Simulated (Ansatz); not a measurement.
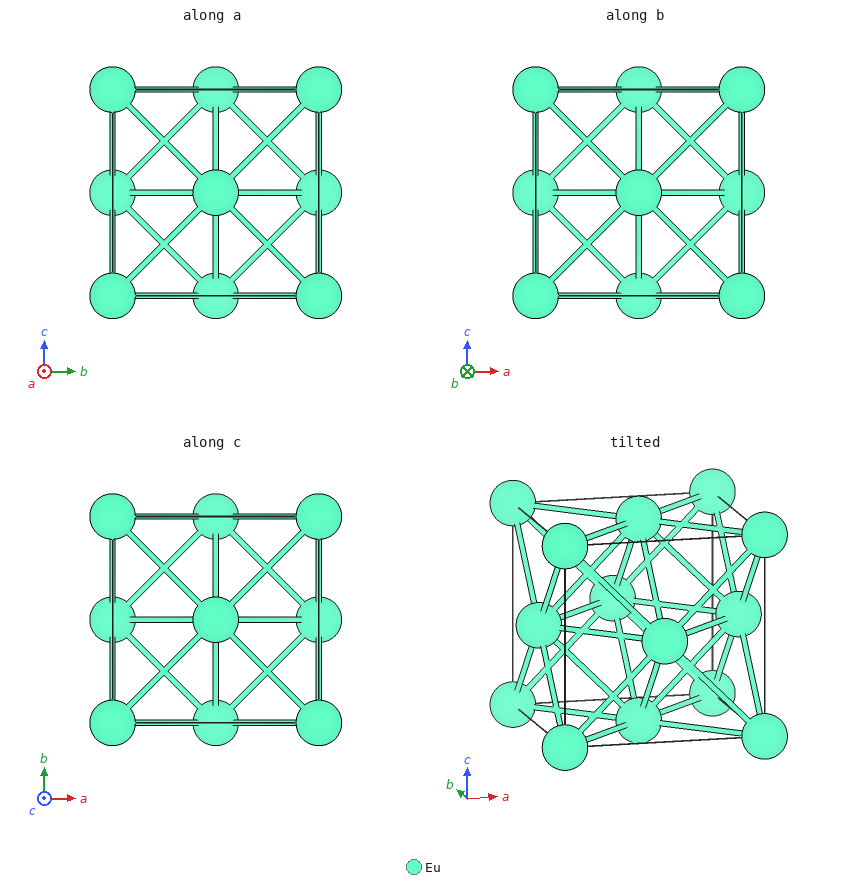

An orthographic ball-and-stick view of the structure, along the a axis, along the b axis, along the c axis and slightly off an axis. One conventional unit cell is framed, with atoms on its boundary repeated.

Lattice parameters: a = 5.541 Å, b = 5.541 Å, c = 5.541 Å, α = 90.00°, β = 90.00°, γ = 90.00°.

### Convert the drawing into a table of Wyckoff sites.

Space group Fm-3m (No. 225).
| atom | site | x | y | z |
| --- | --- | --- | --- | --- |
| Eu | 4a | 0.0000 | 0.0000 | 0.0000 |

The structure comes from a structure type filled with this element by a generator (whether the element takes this form wasn't checked). Earlier steps of the study may have refined or changed the cell and positions. It was run through Ansatz as a DFT input.
